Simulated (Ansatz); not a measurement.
## TaC: geometry relaxation (part 1 of 2)

TaC (Fm-3m, 2 atoms in the cell), computed with DFT PBE, scalar-relativistic, plane waves, PAW, no spin polarisation (Ansatz 0.2.0).

The structure derives from an entry of the Crystallography Open Database. Figures and captions count atoms from 1; the log counts them from 0 in places.

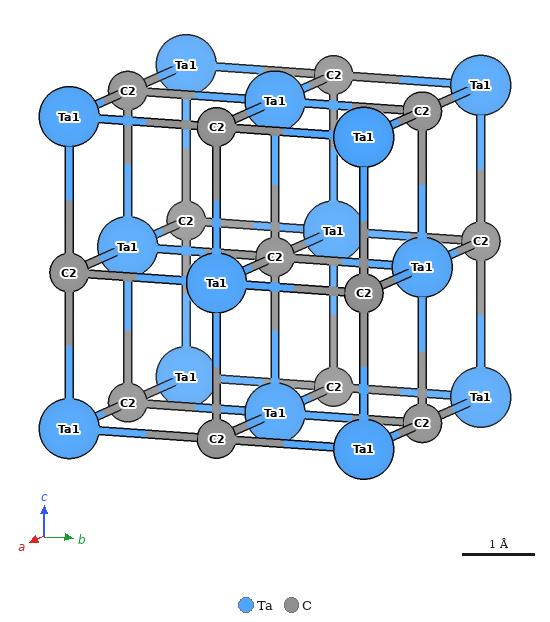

The input geometry (ball-and-stick view of the cell 4 times as large as that of the calculation, set on its symmetry axes, seen slightly off an axis; atoms are numbered from 1 in the order of the input).

## Input file
```yaml
crystal:
  lattice:
    - [0.0, 2.226998583, 2.226998583]
    - [2.226998583, 0.0, 2.226998583]
    - [2.226998583, 2.226998583, 0.0]
  atoms:
    - { symbol: Ta, position: [0.0, 0.0, 0.0] }
    - { symbol: C, position: [0.5, 0.5, 0.5] }
basis:
  ecutwfc: 420
kpoints:
  mp_grid: { grid: [16, 16, 16] }
hamiltonian:
  xc: pbe
scf:
  occupations: { method: gaussian, width: 0.1 }
output:
  forces: true
  stress: true
  eigenvalues: true
  write_density: true
  write_potential: true
  elf: true
  volumetric_format: npy
relax:
  adjacent_minimum: "off"
  f_tol: 0.005
  max_steps: 80
  cell: { stress_tol: 0.05 }
```

Run on 2 threads of Arm Neoverse V1, 24 GiB of memory available, shared host.

Run as:
```bash
ansatz run input.yaml --threads 2 --pin off --max-ram 5120MiB --backend cpu --events-out ev --progress --plain --runs-dir out
```

## The program's output
```
Engine: ansatz 0.2.0, aarch64-unknown-linux-gnu
Pseudopotentials: kind: paw
Pseudopotential: Ta, paw, valence charge 13, recommended cutoff 420 eV (normal), Ta.paw.azcp
Pseudopotential: C, paw, valence charge 4, recommended cutoff 420 eV (normal), C.paw.azcp
Functional definition: PBE
  parameter kappa = 0.804
  parameter beta = 0.06672455060314922
  exchange = pbe_x(kappa = kappa, mu = beta*pi^2/3)
  correlation = pbe_c(beta = beta)
Crystal: 2 atoms, lattice volume = 22.090 Å³
Basis set: ecut = 420 eV, 411 PW (Γ), exchange–correlation on 48×48×48 points (8 copies of the dense FFT grid, shifted against one another)
Bands: 13, of which v1, the nominal top of the filled ones, is band 9 counted from 1 (8 counted from 0)
Symmetry: 48 space group operations
Space group: Fm-3m (ITA 225), of the structure as read, at distance tolerance 2.8e-5 Å
k-points: 145 of 4096
Non-local potential: Ta, projectors of the file, l = 0: 3, l = 1: 2, l = 2: 2, l = 3: 1
Non-local potential: C, projectors of the file, l = 0: 2, l = 1: 2, l = 2: 1
PAW form: soft (Blöchl's): semilocal exchange-correlation on the pseudo side does not see the compensation charge
PAW one-centre angular grid: Ta, 590 points (default); XC on 64 Gauss nodes
PAW one-centre angular grid: C, 110 points (default); XC on 64 Gauss nodes
Initial density: superposition of atomic densities (neutral atoms: chi_scale 0, normalization atom), corrected by the library's trained network
Initial wavefunctions: pseudopotential atomic-orbital guess
Functional: x = pbe(κ = 0.804, μ = 0.2195149727645171), c = pbe(β = 0.06672455060314922)
SCF iter   1: F=—  HF=-10184.386133 eV  |F-HF|=—  |Δ(HF+E_count)|=         —  Δρ=1.90e-3  dr2=5.78e-4  ethr=1.77e-3  ⟨swp⟩=5.5  Hψ=9817  notcnv=0
preconditioner: auto → none  [metal: Δε(μ)=0.051 eV  Ē_g=10.340 eV  σ=0.100 eV  W_gap=0.28  n_scr=8 (ndim 8)  ℏωp=23.7 eV  f_vac=0.000  D(μ)=0.32/eV (n_scr^D=0)  sad-step TF]
SCF iter   2: F=—  HF=-10184.386215 eV  |F-HF|=—  |Δ(HF+E_count)|=   8.12e-5  Δρ=1.30e-3  dr2=3.09e-4  ethr=3.40e-6  ⟨swp⟩=2.3  Hψ=3828  notcnv=0
SCF iter   3: F=—  HF=-10184.386256 eV  |F-HF|=—  |Δ(HF+E_count)|=   4.17e-5  Δρ=4.09e-4  dr2=1.67e-5  ethr=1.82e-6  ⟨swp⟩=2.0  Hψ=2440  notcnv=0
SCF iter   4: F=—  HF=-10184.386251 eV  |F-HF|=—  |Δ(HF+E_count)|=   5.11e-6  Δρ=1.26e-4  dr2=1.08e-6  ethr=9.81e-8  ⟨swp⟩=2.3  Hψ=3097  notcnv=0
iter 5 did not close the SCF: its close was put off for the readings that it lacked (scf_convergence_deferred on its scf_iter line)
SCF iter   5: F=-10184.386251 eV  HF=-10184.386251 eV  |F-HF|=4.23e-9  |Δ(HF+E_count)|=   9.09e-8  Δρ=9.20e-6  dr2=7.41e-9  ethr=6.33e-9  ⟨swp⟩=3.0  Hψ=3473  notcnv=0
SCF iter   6: F=-10184.386251 eV  HF=-10184.386251 eV  |F-HF|=5.17e-10  |Δ(HF+E_count)|=   5.62e-9  Δρ=2.51e-6  dr2=8.22e-10  ethr=4.36e-11  ⟨swp⟩=6.2  Hψ=10432  notcnv=0
SCF 1 converged in 6 iterations: F = -10184.386251 eV  dr2 = 8.22e-10
  greatest PAW one-centre occupation: 0.999 electrons in one spin orbital (limit 2), on the Ta atom at site 0 (counted from 0), in its partial waves of l = 0
relax step   1: F+E_penalty+E_count = -10184.38625138 eV  Δ(F+E_penalty+E_count) = +0.000e0 eV  max|allowed force component| = 6.048e-30 eV/Å  Δτ_max = 0.0000 Å  P = +4.814 GPa  Ω = 22.090 Å³  (6 SCF iters, dr2 threshold 1.00e-7 eV, accepted)
Crystal: 2 atoms, lattice volume = 22.592 Å³
Basis set: ecut = 420 eV, 459 PW (Γ), exchange–correlation on 48×48×48 points (8 copies of the dense FFT grid, shifted against one another)
Initial density: handed on by an earlier stage of this run
Initial wavefunctions: those handed on with the density
iter 1 solved again at ethr=3.16e-5 eV; its pass at ethr=3.10e-3 eV (dr2=5.37e-3 eV) is discarded
SCF iter   1: F=—  HF=-10184.389795 eV  |F-HF|=—  |Δ(HF+E_count)|=         —  Δρ=4.41e-3  dr2=5.29e-3  ethr=3.16e-5  ⟨swp⟩=1.7  Hψ=11402  notcnv=0
preconditioner: auto → none  [metal: Δε(μ)=0.050 eV  Ē_g=10.109 eV  σ=0.100 eV  W_gap=0.28  n_scr=8 (ndim 8)  ℏωp=23.4 eV  f_vac=0.000  D(μ)=0.33/eV (n_scr^D=0)]
SCF iter   2: F=—  HF=-10184.388635 eV  |F-HF|=—  |Δ(HF+E_count)|=   1.16e-3  Δρ=1.45e-3  dr2=6.22e-4  ethr=3.11e-5  ⟨swp⟩=2.1  Hψ=2249  notcnv=0
SCF iter   3: F=—  HF=-10184.388493 eV  |F-HF|=—  |Δ(HF+E_count)|=   1.42e-4  Δρ=1.99e-4  dr2=7.12e-6  ethr=3.66e-6  ⟨swp⟩=2.0  Hψ=2239  notcnv=0
SCF iter   4: F=—  HF=-10184.388495 eV  |F-HF|=—  |Δ(HF+E_count)|=   2.48e-6  Δρ=3.39e-5  dr2=1.52e-7  ethr=4.19e-8  ⟨swp⟩=2.3  Hψ=2451  notcnv=0
iter 5 did not close the SCF: its close was put off for the readings that it lacked (scf_convergence_deferred on its scf_iter line)
SCF iter   5: F=-10184.388495 eV  HF=-10184.388495 eV  |F-HF|=4.29e-10  |Δ(HF+E_count)|=   4.80e-8  Δρ=2.99e-6  dr2=8.67e-10  ethr=8.94e-10  ⟨swp⟩=2.3  Hψ=2850  notcnv=0
SCF iter   6: F=-10184.388495 eV  HF=-10184.388495 eV  |F-HF|=2.55e-11  |Δ(HF+E_count)|=  7.82e-10  Δρ=4.05e-7  dr2=3.64e-11  ethr=5.10e-12  ⟨swp⟩=4.7  Hψ=9054  notcnv=0
SCF 2 converged in 6 iterations: F = -10184.388495 eV  dr2 = 3.64e-11
relax step   2: F+E_penalty+E_count = -10184.38849504 eV  Δ(F+E_penalty+E_count) = -2.244e-3 eV  max|allowed force component| = 1.433e-29 eV/Å  Δτ_max = 0.0000 Å  P = -2.631 GPa  Ω = 22.592 Å³  energy of the carried Pulay correction = -9.519e-4 eV  (6 SCF iters, dr2 threshold 2.00e-7 eV, accepted)
Crystal: 2 atoms, lattice volume = 22.412 Å³
iter 1 solved again at ethr=3.87e-6 eV; its pass at ethr=3.10e-3 eV (dr2=6.58e-4 eV) is discarded
SCF iter   1: F=—  HF=-10184.390516 eV  |F-HF|=—  |Δ(HF+E_count)|=         —  Δρ=1.55e-3  dr2=6.50e-4  ethr=3.87e-6  ⟨swp⟩=2.2  Hψ=11545  notcnv=0
preconditioner: auto → none  [metal: Δε(μ)=0.049 eV  Ē_g=10.204 eV  σ=0.100 eV  W_gap=0.27  n_scr=8 (ndim 8)  ℏωp=23.5 eV  f_vac=0.000  D(μ)=0.33/eV (n_scr^D=0)]
SCF iter   2: F=—  HF=-10184.390373 eV  |F-HF|=—  |Δ(HF+E_count)|=   1.43e-4  Δρ=4.88e-4  dr2=6.92e-5  ethr=3.82e-6  ⟨swp⟩=2.1  Hψ=2214  notcnv=0
SCF iter   3: F=—  HF=-10184.390355 eV  |F-HF|=—  |Δ(HF+E_count)|=   1.74e-5  Δρ=8.40e-5  dr2=1.54e-6  ethr=4.07e-7  ⟨swp⟩=2.0  Hψ=2184  notcnv=0
iter 4 did not close the SCF: its close was put off for the readings that it lacked (scf_convergence_deferred on its scf_iter line)
SCF iter   4: F=-10184.390355 eV  HF=-10184.390355 eV  |F-HF|=9.55e-9  |Δ(HF+E_count)|=   1.65e-7  Δρ=1.45e-5  dr2=3.43e-8  ethr=9.06e-9  ⟨swp⟩=2.0  Hψ=2407  notcnv=0
iter 5 did not close the SCF: its close was put off for the readings that it lacked (scf_convergence_deferred on its scf_iter line)
SCF iter   5: F=-10184.390355 eV  HF=-10184.390355 eV  |F-HF|=5.33e-10  |Δ(HF+E_count)|=   3.53e-9  Δρ=2.14e-6  dr2=9.95e-10  ethr=2.02e-10  ⟨swp⟩=2.1  Hψ=2843  notcnv=0
SCF iter   6: F=-10184.390355 eV  HF=-10184.390355 eV  |F-HF|=3.64e-11  |Δ(HF+E_count)|=  1.64e-11  Δρ=5.05e-7  dr2=5.25e-11  ethr=5.86e-12  ⟨swp⟩=4.7  Hψ=8863  notcnv=0
SCF 3 converged in 6 iterations: F = -10184.390355 eV  dr2 = 5.25e-11
relax step   3: F+E_penalty+E_count = -10184.39035523 eV  Δ(F+E_penalty+E_count) = -1.860e-3 eV  max|allowed force component| = 2.564e-30 eV/Å  Δτ_max = 0.0000 Å  P = -0.060 GPa  Ω = 22.412 Å³  energy of the carried Pulay correction = -6.131e-4 eV  (6 SCF iters, dr2 threshold 2.00e-7 eV, accepted)
Crystal: 2 atoms, lattice volume = 22.408 Å³
iter 1 solved again at ethr=2.16e-9 eV; its pass at ethr=3.10e-3 eV (dr2=3.66e-7 eV) is discarded
SCF iter   1: F=—  HF=-10184.390364 eV  |F-HF|=—  |Δ(HF+E_count)|=         —  Δρ=3.67e-5  dr2=3.62e-7  ethr=2.16e-9  ⟨swp⟩=2.1  Hψ=11551  notcnv=0
preconditioner: auto → none  [metal: Δε(μ)=0.050 eV  Ē_g=10.201 eV  σ=0.100 eV  W_gap=0.27  n_scr=8 (ndim 8)  ℏωp=23.5 eV  f_vac=0.000  D(μ)=0.33/eV (n_scr^D=0)]
SCF iter   2: F=—  HF=-10184.390364 eV  |F-HF|=—  |Δ(HF+E_count)|=   3.63e-7  Δρ=1.16e-5  dr2=3.88e-8  ethr=2.13e-9  ⟨swp⟩=2.1  Hψ=2215  notcnv=0
iter 3 did not close the SCF: its close was put off for the readings that it lacked (scf_convergence_deferred on its scf_iter line)
SCF iter   3: F=-10184.390364 eV  HF=-10184.390364 eV  |F-HF|=4.20e-10  |Δ(HF+E_count)|=   1.01e-8  Δρ=1.97e-6  dr2=8.37e-10  ethr=2.29e-10  ⟨swp⟩=2.0  Hψ=2188  notcnv=0
iter 4 did not close the SCF: its close was put off for the readings that it lacked (scf_convergence_deferred on its scf_iter line)
SCF iter   4: F=-10184.390364 eV  HF=-10184.390364 eV  |F-HF|=0.00e0  |Δ(HF+E_count)|=  8.19e-11  Δρ=3.39e-7  dr2=1.85e-11  ethr=4.92e-12  ⟨swp⟩=2.0  Hψ=2413  notcnv=0
iter 5 did not close the SCF: its close was put off for the readings that it lacked (scf_convergence_deferred on its scf_iter line)
SCF iter   5: F=-10184.390364 eV  HF=-10184.390364 eV  |F-HF|=0.00e0  |Δ(HF+E_count)|=  3.64e-12  Δρ=4.52e-8  dr2=4.26e-13  ethr=1.00e-12  ⟨swp⟩=1.2  Hψ=1928  notcnv=0
iter 6 did not close the SCF: its close was put off for the readings that it lacked (scf_convergence_deferred on its scf_iter line)
SCF iter   6: F=-10184.390364 eV  HF=-10184.390364 eV  |F-HF|=1.82e-12  |Δ(HF+E_count)|=  1.82e-12  Δρ=1.11e-8  dr2=3.65e-14  ethr=1.00e-12  ⟨swp⟩=1.0  Hψ=1885  notcnv=0
SCF iter   7: F=-10184.390364 eV  HF=-10184.390364 eV  |F-HF|=1.82e-12  |Δ(HF+E_count)|=  1.82e-12  Δρ=1.63e-9  dr2=5.57e-16  ethr=1.00e-12  ⟨swp⟩=3.0  Hψ=6257  notcnv=0
SCF 4 converged in 7 iterations: F = -10184.390364 eV  dr2 = 5.57e-16
relax step   4: F+E_penalty+E_count = -10184.39036387 eV  Δ(F+E_penalty+E_count) = -8.638e-6 eV  max|allowed force component| = 2.235e-30 eV/Å  Δτ_max = 0.0000 Å  P = +0.001 GPa  Ω = 22.408 Å³  energy of the carried Pulay correction = -6.052e-4 eV  (7 SCF iters, accepted)
Initial wavefunctions: pseudopotential atomic-orbital guess (no wavefunctions were taken with the density)
iter 1 solved again at ethr=6.66e-8 eV; its pass at ethr=3.10e-3 eV (dr2=1.13e-5 eV) is discarded
SCF iter   1: F=—  HF=-10184.391019 eV  |F-HF|=—  |Δ(HF+E_count)|=         —  Δρ=6.51e-5  dr2=1.66e-7  ethr=6.66e-8  ⟨swp⟩=3.2  Hψ=14897  notcnv=0
SCF iter   2: F=—  HF=-10184.391018 eV  |F-HF|=—  |Δ(HF+E_count)|=   1.21e-6  Δρ=3.17e-5  dr2=3.01e-8  ethr=9.75e-10  ⟨swp⟩=2.2  Hψ=2456  notcnv=0
SCF iter   3: F=—  HF=-10184.391018 eV  |F-HF|=—  |Δ(HF+E_count)|=   6.51e-8  Δρ=3.44e-6  dr2=4.74e-10  ethr=1.77e-10  ⟨swp⟩=2.0  Hψ=2519  notcnv=0
iter 4 did not close the SCF: its close was put off for the readings that it lacked (scf_convergence_deferred on its scf_iter line)
SCF iter   4: F=-10184.391018 eV  HF=-10184.391018 eV  |F-HF|=1.82e-12  |Δ(HF+E_count)|=  9.06e-10  Δρ=2.07e-7  dr2=7.25e-12  ethr=2.79e-12  ⟨swp⟩=2.0  Hψ=2561  notcnv=0
iter 5 did not close the SCF: its close was put off for the readings that it lacked (scf_convergence_deferred on its scf_iter line)
SCF iter   5: F=-10184.391018 eV  HF=-10184.391018 eV  |F-HF|=1.82e-12  |Δ(HF+E_count)|=  1.82e-12  Δρ=6.08e-8  dr2=3.77e-13  ethr=1.00e-12  ⟨swp⟩=1.0  Hψ=1885  notcnv=0
iter 6 did not close the SCF: its close was put off for the readings that it lacked (scf_convergence_deferred on its scf_iter line)
SCF iter   6: F=-10184.391018 eV  HF=-10184.391018 eV  |F-HF|=7.28e-12  |Δ(HF+E_count)|=  1.82e-12  Δρ=7.38e-9  dr2=8.38e-15  ethr=1.00e-12  ⟨swp⟩=1.0  Hψ=1885  notcnv=0
iter 7 did not close the SCF: its close was put off for the readings that it lacked (scf_convergence_deferred on its scf_iter line)
SCF iter   7: F=-10184.391018 eV  HF=-10184.391018 eV  |F-HF|=3.64e-12  |Δ(HF+E_count)|=  1.82e-12  Δρ=9.72e-10  dr2=9.44e-17  ethr=1.00e-12  ⟨swp⟩=1.0  Hψ=1885  notcnv=0
SCF iter   8: F=-10184.391018 eV  HF=-10184.391018 eV  |F-HF|=9.09e-12  |Δ(HF+E_count)|=  1.82e-12  Δρ=3.69e-10  dr2=3.52e-17  ethr=1.00e-12  ⟨swp⟩=2.0  Hψ=5214  notcnv=0
SCF 5 converged in 8 iterations: F = -10184.391018 eV  dr2 = 3.52e-17
relax step   5: F+E_penalty+E_count = -10184.39101807 eV  Δ(F+E_penalty+E_count) = -6.542e-4 eV  max|allowed force component| = 3.517e-30 eV/Å  Δτ_max = 0.0000 Å  P = +0.035 GPa  Ω = 22.408 Å³  stress off target by 3.47e-2 GPa  SCF on the basis re-selected at this cell (its energy is not comparable with the rows above)  (8 SCF iters)
```
